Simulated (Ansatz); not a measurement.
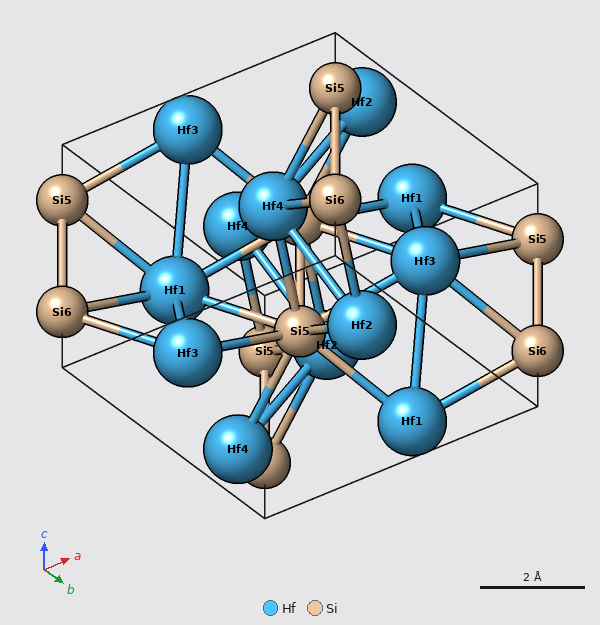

Reference structure: crystalline Hf₂Si (set up in I4/mcm). The picture is a ball-and-stick view of the conventional cell (2 times the calculation's cell), seen from a free direction. Lengths and directions refer to the drawn axes.

All numbers below come from Ansatz, DFT r2SCAN, scalar-relativistic, plane waves, PAW. Set-up: plane-wave cutoff 500 eV; k-point mesh 10 × 10 × 10; occupations gaussian; smearing width 0.1 eV; no spin polarisation.

Now this is done to it. Every hafnium atom is replaced by ruthenium, which gives SiRu₂. Cell and atoms are relaxed again (to zero pressure within 0.1 GPa, forces under 0.01 eV/Å).

What does the calculation give for the changed structure?

Answer. The volume per atom goes from 18.53 to 13.06 Å³. Both are metals. The drawn cell changes as follows: a = b 6.560 → 5.689 Å (−13.3 %), c 5.168 → 4.841 Å (−6.3 %); the volume changes by −29.5 %. The space group stays I4/mcm (No. 140).

Drawn alike, the variant:

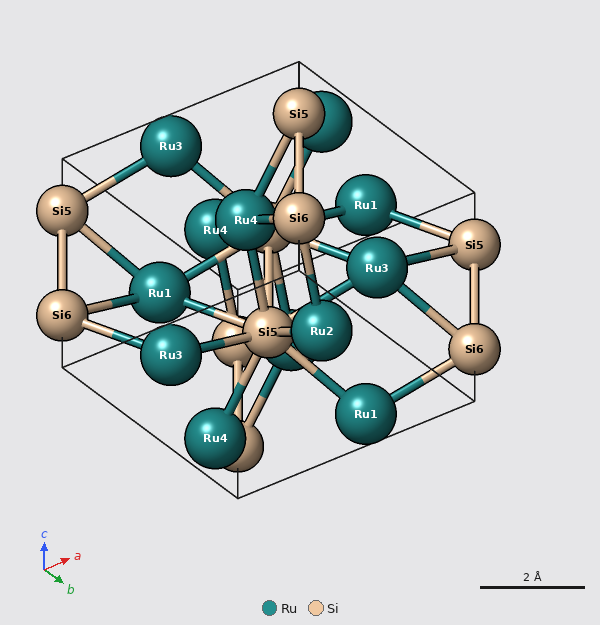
